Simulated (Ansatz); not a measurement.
CO: several calculations on one system

### Relaxation

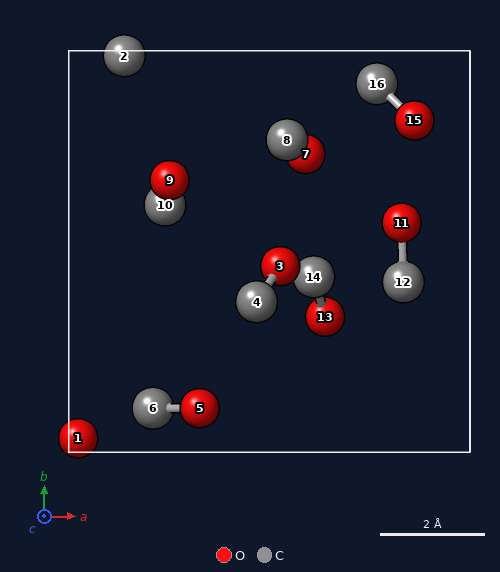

An amorphous cell of composition CO, before the relaxation. Style: ball-and-stick. Shown: the cell of the calculation, along the c axis.

The cell holds 8 CO. The run prepares the start of a later molecular dynamics calculation, from a guessed geometry.

Computed with DFT PBE-D3(BJ), scalar-relativistic, plane waves, PAW (Ansatz).

Input file:
```yaml
crystal:
  lattice:
    - [7.741753, 0.0, 0.0]
    - [0.0, 7.741753, 0.0]
    - [0.0, 0.0, 7.741753]
  atoms:
    - { symbol: O, position: [0.0240053, 0.0344437, 0.8510095] }
    - { symbol: C, position: [0.1388292, -0.0127798, 0.7693755] }
    - { symbol: O, position: [0.5274105, 0.4631452, 0.7602834] }
    - { symbol: C, position: [0.4684853, 0.3743888, 0.8638634] }
    - { symbol: O, position: [0.3266524, 0.1093896, 0.4535148] }
    - { symbol: C, position: [0.2103226, 0.1092272, 0.3610699] }
    - { symbol: O, position: [0.5902177, 0.7424187, 0.0771469] }
    - { symbol: C, position: [0.5441504, 0.7778972, 0.2138868] }
    - { symbol: O, position: [0.2516727, 0.6775597, 0.689025] }
    - { symbol: C, position: [0.2402007, 0.6153433, 0.5545771] }
    - { symbol: O, position: [0.8298453, 0.5714355, 0.8454935] }
    - { symbol: C, position: [0.8340352, 0.4237276, 0.8298874] }
    - { symbol: O, position: [0.6389163, 0.3370387, 0.1552192] }
    - { symbol: C, position: [0.6108588, 0.4365466, 0.2619416] }
    - { symbol: O, position: [0.8615186, 0.8260798, 0.4946126] }
    - { symbol: C, position: [0.7679787, 0.9172496, 0.4237813] }
basis:
  ecutwfc: 420.0
kpoints:
  mp_grid: { grid: [1, 1, 1] }
hamiltonian:
  xc: pbe
  dispersion: d3bj
scf:
  occupations: { method: fermi_dirac, width: 0.05 }
  lower_state_search: "off"
relax:
  f_tol: 0.3
  max_steps: 15
  adjacent_minimum: "off"
```

Launched with:
```bash
ansatz run input.yaml --threads 1 --pin off --max-ram 3072MiB --backend cpu --events-out ev --progress --plain --runs-dir out
```

Predict the outcome.

Answer. Over 9 accepted moves (12 points after the start) the energy falls by 1.140 eV per cell of the calculation. Largest force component: 1.7 eV/Å at the start, 0.07 eV/Å at the end. The line search rejected the trial step at point 9 of the run. 2 steps only repeated the SCF at the same geometry. The forces were under the threshold at step 7, but the run went on from there. O3 moves most: 1.16 Å roughly along [−1 −3 1]. By element the largest moves are O 1.16 Å, C 1.04 Å. The cell doesn't change. Some distances before and after: O11–C12 1.150 → 1.135 Å, O13–C14 1.150 → 1.135 Å. The run took 22 s on 1 thread of Intel(R) Xeon(R) Platinum 8488C (Sapphire Rapids), with other jobs on the host, peak memory 0.49 GiB.

Final geometry:

```
CELL_PARAMETERS angstrom
7.74175 0.00000 0.00000
0.00000 7.74175 0.00000
0.00000 0.00000 7.74175
ATOMIC_POSITIONS crystal
O 0.95455 0.01023 0.94655
C 0.07766 0.99885 0.86767
O 0.50160 0.31968 0.79687
C 0.40391 0.30085 0.90461
O 0.30612 0.18257 0.43112
C 0.20181 0.10968 0.35837
O 0.52099 0.76511 0.99566
C 0.47707 0.83938 0.11431
O 0.31315 0.68486 0.59860
C 0.27837 0.63219 0.46620
O 0.88686 0.56045 0.85166
C 0.93576 0.44979 0.76888
O 0.71757 0.34665 0.21714
C 0.67737 0.42778 0.33247
O 0.84288 0.82776 0.49867
C 0.76942 0.94727 0.45590
```

The end point in the same view:

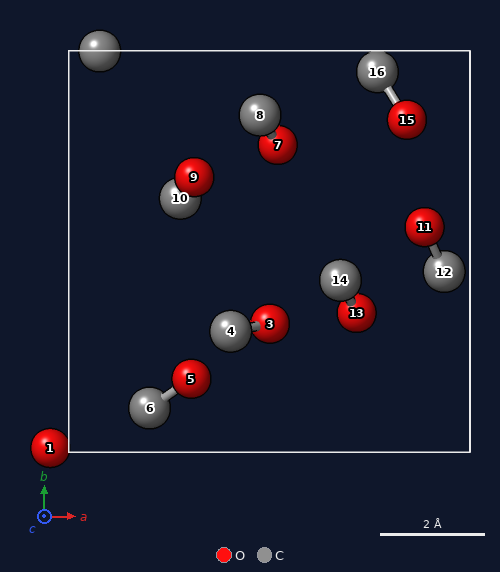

Limits of the set-up: the periodic images lie only 7.7 Å apart, so the values are limited by the cell's size.

### Dynamics

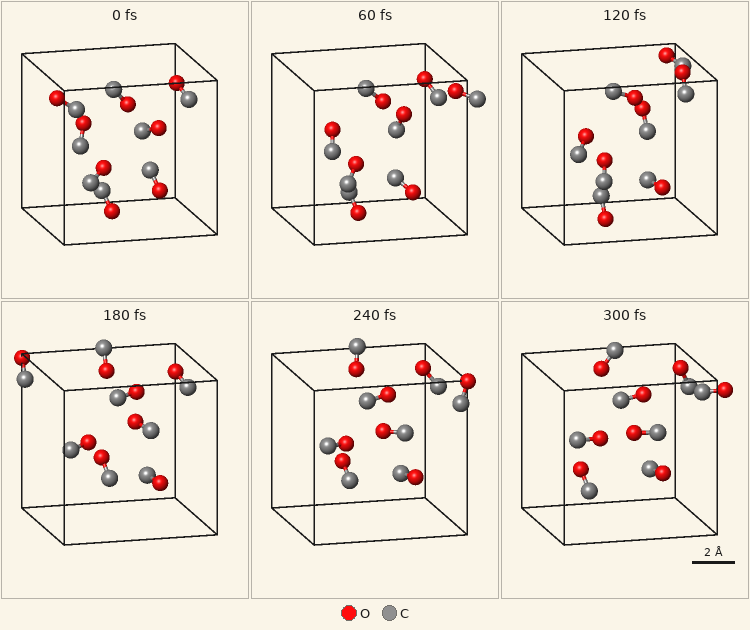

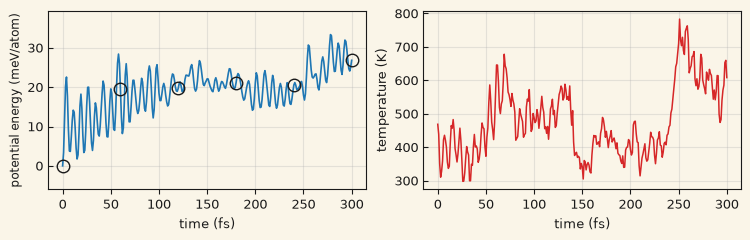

Molecular dynamics of a periodic cell with 8 CO at 0.802 g/cm³, 300 fs long. Frames and the history of the run. Style: ball-and-stick. Shown: the simulation cell, slightly off an axis. Atoms that leave the cell re-enter on the other side.

Method: DFT PBE-D3(BJ), scalar-relativistic, plane waves, PAW (Ansatz 0.2.0). Run with plane-wave cutoff 420 eV; k-point mesh 1 × 1 × 1; Fermi-Dirac smearing 0.05 eV; Langevin thermostat (NVT); set temperature 500 K; time step 1 fs; friction 0.02 per fs.

Question: What do the frames and curves show?

Answer: Over the second half the temperature averages 487 K (spread ±120 K). The potential energy in the second half lies on average 21.7 meV per atom above the first frame. Root-mean-square distances from the starting positions over the second half, with the common drift of all atoms taken out: O 0.90 Å, C 0.72 Å. The heavy atoms stay within a fraction of a molecule's size of their starting places; so short a run doesn't tell a liquid from a solid.

Limits of the set-up: the periodic images lie only 7.7 Å apart, so the values are limited by the cell's size.

The run took 7.6 min on 1 thread of Intel(R) Xeon(R) Platinum 8488C (Sapphire Rapids) (shared host), peak memory 0.51 GiB.

### Dynamics

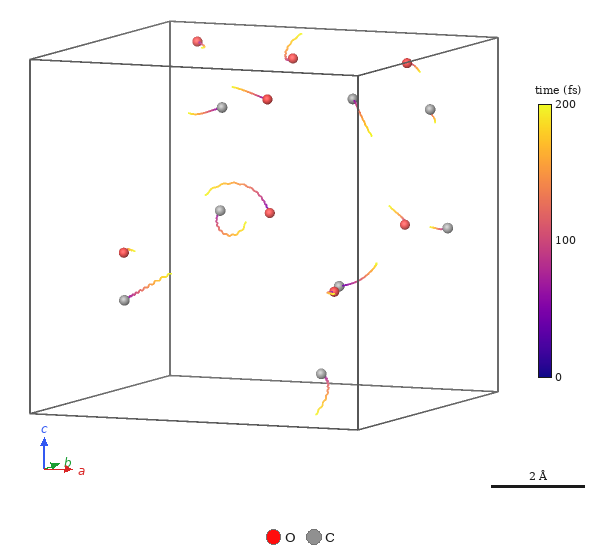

A Born-Oppenheimer molecular dynamics run of a periodic cell with 8 CO at 0.802 g/cm³, 200 fs long. It starts from the last geometry of an earlier run. Lines trace each atom's path, coloured by time; spheres stand at the starting positions. Seen slightly off an axis in the simulation cell.

Method: Ansatz 0.2.0, DFT PBE-D3(BJ), scalar-relativistic, plane waves, PAW. Settings: plane-wave cutoff 420 eV; k-point mesh 1 × 1 × 1; Fermi-Dirac smearing 0.05 eV; Nosé-Hoover thermostat (NVT); set temperature 500 K; time step 1 fs; thermostat time 100.0 fs.

Input
```yaml
crystal:
  lattice:
    - [7.741753, 0.0, 0.0]
    - [0.0, 7.741753, 0.0]
    - [0.0, 0.0, 7.741753]
  atoms:
    - { symbol: O, position: [0.08729953, -0.00853987, 0.9477097] }
    - { symbol: C, position: [-0.04137722, 0.06022516, 0.92602125] }
    - { symbol: O, position: [0.62271423, 0.23682705, 0.89023975] }
    - { symbol: C, position: [0.47926161, 0.24875667, 0.85965691] }
    - { symbol: O, position: [0.20231302, 0.19608021, 0.44255823] }
    - { symbol: C, position: [0.23676419, 0.11943212, 0.31797608] }
    - { symbol: O, position: [0.48628181, 0.73901543, -0.05450399] }
    - { symbol: C, position: [0.57401277, 0.73552735, 0.05962075] }
    - { symbol: O, position: [0.45393219, 0.64913621, 0.51741613] }
    - { symbol: C, position: [0.30509107, 0.64393274, 0.51803989] }
    - { symbol: O, position: [0.93712107, 0.49788153, 0.97894525] }
    - { symbol: C, position: [0.9979174, 0.52028194, 0.84857909] }
    - { symbol: O, position: [0.78001495, 0.34562403, 0.34282312] }
    - { symbol: C, position: [0.73465934, 0.48678885, 0.34086395] }
    - { symbol: O, position: [0.75016372, 0.92046901, 0.46873712] }
    - { symbol: C, position: [0.89537741, 0.88606358, 0.46965345] }
basis:
  ecutwfc: 420.0
kpoints:
  mp_grid: { grid: [1, 1, 1] }
hamiltonian:
  xc: pbe
  dispersion: d3bj
scf:
  occupations: { method: fermi_dirac, width: 0.05 }
  lower_state_search: "off"
  max_iter: 85
md:
  timestep: 1
  n_steps: 200
  ensemble: nvt_nose_hoover
  temperature: 500.0
  initial_velocities: zero
  seed: 697223
  nose_hoover: { tau: 100.0, chain_length: 1 }
```

Launched with:
```bash
ansatz run input.yaml --threads 1 --pin off --max-ram 3072MiB --backend cpu --events-out ev --progress --plain --runs-dir out
```

Q: Describe the motion.

A: In the second half of the run the atoms are, in the root-mean-square, this far from where they began (common drift taken out): C 0.80 Å, O 0.62 Å. The heavy atoms stay within a fraction of a molecule's size of their starting places; so short a run doesn't tell a liquid from a solid. Over the second half the temperature averages 534 K (spread ±208 K). The potential energy is still drifting at the end, so the run hasn't reached equilibrium. The potential energy in the second half lies on average 5.3 meV per atom below the first frame. The conserved quantity stays between −0.31 and 0.8 meV per atom of its start. A straight-line fit has a slope that amounts to +0.38 meV per atom over 200 fs (1.0 % of the mean kinetic energy), and the ripple about it is 0.7 % of the kinetic energy's fluctuation. With a drift under 2 % and a ripple under 7 %, the integration is accurate. The atoms start at rest, so the thermostat has only the motion that the forces set off to work on.

Limits of the set-up: the periodic images lie only 7.7 Å apart, so the values are limited by the cell's size.

Cost: 4.5 min on 1 thread of Intel(R) Xeon(R) Platinum 8488C (Sapphire Rapids) (shared host), peak memory 0.51 GiB.
